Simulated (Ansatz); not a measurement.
Run report: WSe₂, field-gradient calculation (part 2 of 2)

WSe₂ (6 atoms in the cell); DFT, PBE, PAW with Ansatz's default frozen-core files, scalar-relativistic, no spin polarisation (Ansatz 0.2.0); cutoff 420 eV, 11×11×3 k-mesh, Fermi–Dirac smearing of 0.08 eV. The structure derives from an entry of the Crystallography Open Database. It belongs to a series of runs on one base structure; here: zz strain of +3 %, PAW files.

Geometry of the input (Å; fractional positions):
```
3.2900  0.0000  0.0000
-1.6450  2.8492  0.0000
0.0000  0.0000  13.3591
W  0.3333  0.6667  0.2500
W  0.6667  0.3333  0.7500
Se 0.3333  0.6667  0.6210
Se 0.6667  0.3333  0.1210
Se 0.3333  0.6667  0.8790
Se 0.6667  0.3333  0.3790
```

File rho_z.tsv, continued
```
5.195206	1.840490e0
5.343640	1.227895e0
5.492074	7.041462e-1
5.640509	4.085601e-1
5.788943	2.618847e-1
5.937378	1.810806e-1
6.085812	1.254497e-1
6.234247	8.617777e-2
6.382681	6.135581e-2
6.531116	4.766355e-2
6.679550	4.341988e-2
6.827984	4.766355e-2
6.976419	6.135581e-2
7.124853	8.617777e-2
7.273288	1.254497e-1
7.421722	1.810806e-1
7.570157	2.618847e-1
7.718591	4.085601e-1
7.867026	7.041462e-1
8.015460	1.227895e0
8.163894	1.840490e0
8.312329	2.094614e0
8.460763	1.753580e0
8.609198	1.158257e0
8.757632	7.164596e-1
8.906067	5.030013e-1
9.054501	4.340295e-1
9.202936	4.570700e-1
9.351370	5.632670e-1
9.499804	7.418928e-1
9.648239	9.359060e-1
9.796673	1.073465e0
9.945108	1.131978e0
10.093542	1.131978e0
10.241977	1.073465e0
10.390411	9.359060e-1
10.538846	7.418928e-1
10.687280	5.632670e-1
10.835714	4.570700e-1
10.984149	4.340295e-1
11.132583	5.030013e-1
11.281018	7.164596e-1
11.429452	1.158257e0
11.577887	1.753580e0
11.726321	2.094614e0
11.874756	1.840490e0
12.023190	1.227895e0
12.171624	7.041462e-1
12.320059	4.085601e-1
12.468493	2.618847e-1
12.616928	1.810806e-1
12.765362	1.254497e-1
12.913797	8.617777e-2
13.062231	6.135581e-2
13.210666	4.766355e-2
```

File v_z.tsv
```
# z_ang	v_es[eV]	v_tot[eV]
# format = ansatz-planar-average/11
# xc	pbe
# density_cutoff_ev	1680
# datasets	W=:simpson_from_first_knot:soft	Se=:simpson_from_first_knot:soft
# lattice	3.289998450	-0.000000000	0.000000000
# lattice	-1.644999225	2.849222237	0.000000000
# lattice	0.000000000	0.000000000	13.359100000
# sites	6
# site	74	0.000000000	1.899481491	3.339775000
# site	74	1.644999225	0.949740745	10.019325000
# site	34	0.000000000	1.899481491	8.296001100
# site	34	1.644999225	0.949740745	1.616451100
# site	34	0.000000000	1.899481491	11.742648900
# site	34	1.644999225	0.949740745	5.063098900
0.000000	1.637530e1	1.105593e1
0.148434	1.628658e1	1.081187e1
0.296869	1.600606e1	1.007902e1
0.445303	1.547684e1	8.915851e0
0.593738	1.455325e1	7.215193e0
0.742172	1.293060e1	4.687431e0
0.890607	1.092286e1	1.768984e0
1.039041	9.332207e0	-6.847563e-1
1.187476	8.383972e0	-2.466334e0
1.335910	7.856259e0	-3.743206e0
1.484344	7.548953e0	-4.609119e0
1.632779	7.367114e0	-5.094611e0
1.781213	7.233437e0	-5.268983e0
1.929648	7.106156e0	-5.221804e0
2.078082	6.973695e0	-5.068943e0
2.226517	6.936744e0	-4.857436e0
2.374951	6.947948e0	-4.751550e0
2.523386	6.341010e0	-5.476793e0
2.671820	4.487980e0	-7.726143e0
2.820254	1.828108e0	-1.102634e1
2.968689	-7.745146e-1	-1.432339e1
3.117123	-2.782780e0	-1.688385e1
3.265558	-3.865775e0	-1.826411e1
3.413992	-3.865775e0	-1.826411e1
3.562427	-2.782780e0	-1.688385e1
3.710861	-7.745146e-1	-1.432339e1
3.859296	1.828108e0	-1.102634e1
4.007730	4.487980e0	-7.726143e0
4.156164	6.341010e0	-5.476793e0
4.304599	6.947948e0	-4.751550e0
4.453033	6.936744e0	-4.857436e0
4.601468	6.973695e0	-5.068943e0
4.749902	7.106156e0	-5.221804e0
4.898337	7.233437e0	-5.268983e0
5.046771	7.367114e0	-5.094611e0
5.195206	7.548953e0	-4.609119e0
5.343640	7.856259e0	-3.743206e0
5.492074	8.383972e0	-2.466334e0
5.640509	9.332207e0	-6.847563e-1
5.788943	1.092286e1	1.768984e0
5.937378	1.293060e1	4.687431e0
6.085812	1.455325e1	7.215193e0
6.234247	1.547684e1	8.915851e0
6.382681	1.600606e1	1.007902e1
6.531116	1.628658e1	1.081187e1
6.679550	1.637530e1	1.105593e1
6.827984	1.628658e1	1.081187e1
6.976419	1.600606e1	1.007902e1
7.124853	1.547684e1	8.915851e0
7.273288	1.455325e1	7.215193e0
7.421722	1.293060e1	4.687431e0
7.570157	1.092286e1	1.768984e0
7.718591	9.332207e0	-6.847563e-1
7.867026	8.383972e0	-2.466334e0
8.015460	7.856259e0	-3.743206e0
8.163894	7.548953e0	-4.609119e0
8.312329	7.367114e0	-5.094611e0
8.460763	7.233437e0	-5.268983e0
8.609198	7.106156e0	-5.221804e0
8.757632	6.973695e0	-5.068943e0
8.906067	6.936744e0	-4.857436e0
9.054501	6.947948e0	-4.751550e0
9.202936	6.341010e0	-5.476793e0
9.351370	4.487980e0	-7.726143e0
9.499804	1.828108e0	-1.102634e1
9.648239	-7.745146e-1	-1.432339e1
9.796673	-2.782780e0	-1.688385e1
9.945108	-3.865775e0	-1.826411e1
10.093542	-3.865775e0	-1.826411e1
10.241977	-2.782780e0	-1.688385e1
10.390411	-7.745146e-1	-1.432339e1
10.538846	1.828108e0	-1.102634e1
10.687280	4.487980e0	-7.726143e0
10.835714	6.341010e0	-5.476793e0
10.984149	6.947948e0	-4.751550e0
11.132583	6.936744e0	-4.857436e0
11.281018	6.973695e0	-5.068943e0
11.429452	7.106156e0	-5.221804e0
11.577887	7.233437e0	-5.268983e0
11.726321	7.367114e0	-5.094611e0
11.874756	7.548953e0	-4.609119e0
12.023190	7.856259e0	-3.743206e0
12.171624	8.383972e0	-2.466334e0
12.320059	9.332207e0	-6.847563e-1
12.468493	1.092286e1	1.768984e0
12.616928	1.293060e1	4.687431e0
12.765362	1.455325e1	7.215193e0
12.913797	1.547684e1	8.915851e0
13.062231	1.600606e1	1.007902e1
13.210666	1.628658e1	1.081187e1
```

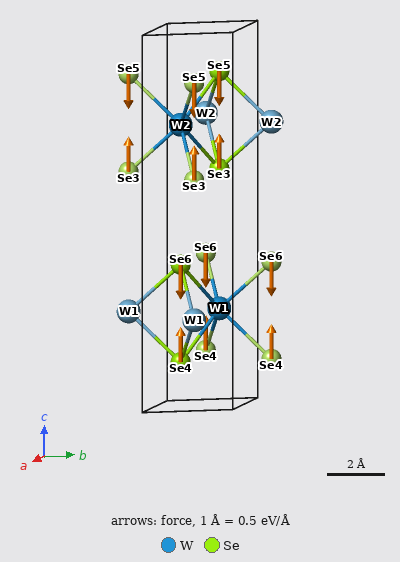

Forces on the atoms as orange arrows (ball-and-stick view of the cell of the calculation, seen slightly off an axis; neighbours outside the cell are drawn fainter; atoms are numbered from 1 in the order of the input). The largest act on all 4 Se atoms (0.62 eV/Å). The geometry is not a stationary point of this energy.

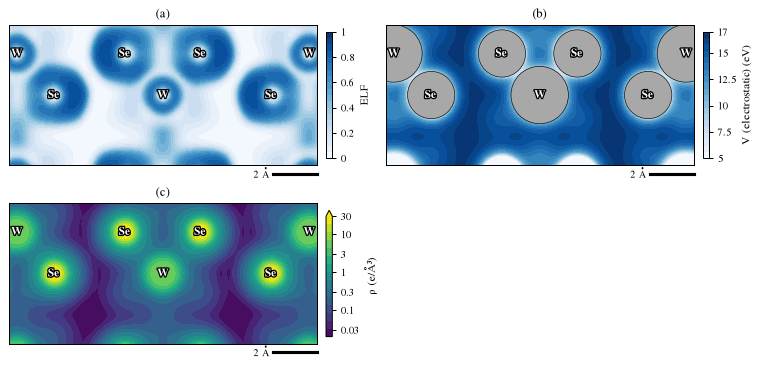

(a) electron localisation function; (b) electrostatic potential energy of an electron; (c) valence pseudo-density on the (110) plane of the conventional cell. Grey discs, where drawn, cover atomic cores. Atoms in the plane: W and Se. W–Se (2.56 Å): the density is about 0.52 e/Å³ at the midpoint; the ELF is about 0.55 at the midpoint. Away from the nuclei the density in this plane falls to 0.01 e/Å³ at its lowest. The strong features right at W lie inside the PAW spheres (semicore, d or f shells) and say nothing about bonding. Outside the cores the potential energy rises away from the atoms and is highest about 2.5 Å from the nearest atoms; outside the discs it spans about 11 eV, and its zero is arbitrary. Core electrons are frozen (PAW), so the fields are smoothed inside the atomic spheres.

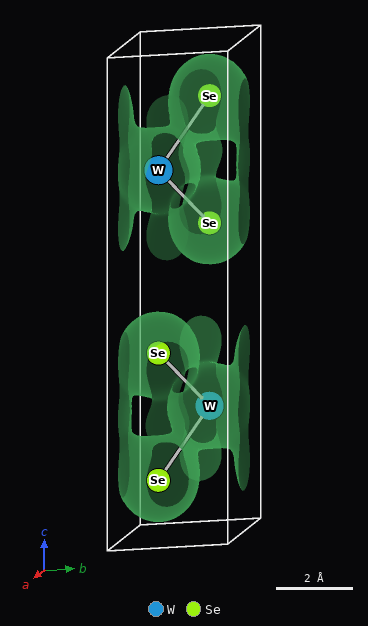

Isosurface of the valence pseudo-density at 0.4 e/Å³ (green), seen slightly off an axis. Sticks mark near contacts. The outline is the cell set on symmetry axes. At this value the density is joined into sheets; it holds about 85 % of the electrons treated as valence (semicore included). On the grid the lowest density along these lines, outside the cores, is 0.52 e/Å³ (W–Se, 2.56 Å).

Results in brief

```json
{"quantity": "outcome", "value": "converged"}
{"quantity": "space group (tolerance 0.01 Å)", "value": "P6₃/mmc (194)"}
{"quantity": "electrons treated", "value": "92"}
{"quantity": "free energy", "value": "−42649.2164 eV"}
{"quantity": "Fermi energy", "value": "12.765 eV"}
{"quantity": "pressure", "value": "−0.80 GPa"}
{"quantity": "field gradient V_zz (10²¹ V/m²)", "value": "W −14.01, W −14.01, Se −5.88, Se −5.88, Se −5.88, Se −5.88"}
{"quantity": "largest force (length of the vector)", "value": "0.622 eV/Å"}
{"quantity": "hardware", "value": "2 threads of Arm Neoverse V2, 24 GiB of memory available, shared host"}
{"quantity": "wall time", "value": "8.7 s (CPU time 17 s)"}
{"quantity": "peak memory", "value": "0.57 GiB"}
```

Notes

The program warns: the field gradients leave out spin–orbit coupling. Spin–orbit coupling is left out, which matters for W.
